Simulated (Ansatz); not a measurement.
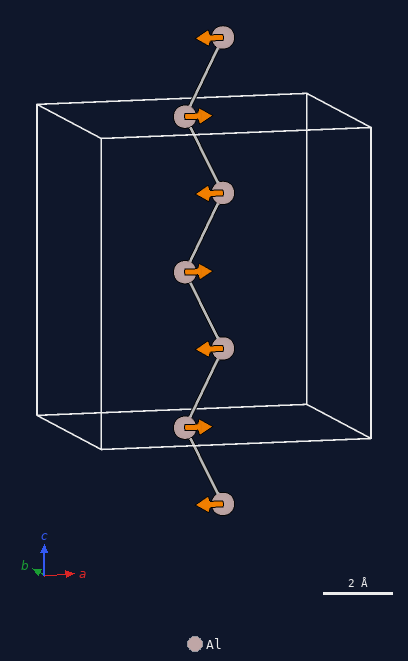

A relaxation of a wire of composition Al. The starting structure is drawn; orange arrows show the displacements (the part carried along by the change of the cell is left out), 5 times their true length.

The picture is a ball-and-stick view of the 2 repeat of the cell, with the vacuum cut short, seen slightly off an axis.

Case: zigzag chain of atoms.

The calculation used Ansatz 0.2.0, DFT r2SCAN, scalar-relativistic, plane waves, PAW. Set-up: plane-wave cutoff 500 eV; k-point mesh 1 × 1 × 14; occupations gaussian; smearing width 0.05 eV; collinear spin; cell relaxed at fixed a, b, alpha, beta, gamma; force threshold 0.01 eV/Å; at most 45 steps.

Describe the change and its energy.

The largest moves relative to the layer's centre, 0.17 Å, are those of Al atoms. Along the periodic axis the drawn cell goes c 9.146 → 9.479 Å (+3.6 %). Among the contacts that change: Al–Al 2.556 → 2.501 Å. Among the angles between lasting bonds that change: Al–Al–Al 126.9° → 142.8°. Over 4 accepted moves (6 points after the start) the energy falls by 84.2 meV per cell of the calculation. The largest force component goes from 0.38 to 0.005 eV/Å. The line search rejected the trial step at point 2 of the run. At 1 point the geometry stayed and the basis and grid were re-selected for the new cell (energy shift of less than 0.05 meV per cell of the calculation at most each time). Cost: 2.3 min on 2 threads of Arm Neoverse V1 (shared host), peak memory 1.4 GiB.

Limits of the set-up: the k-point mesh is coarse for a cell with partly filled bands.
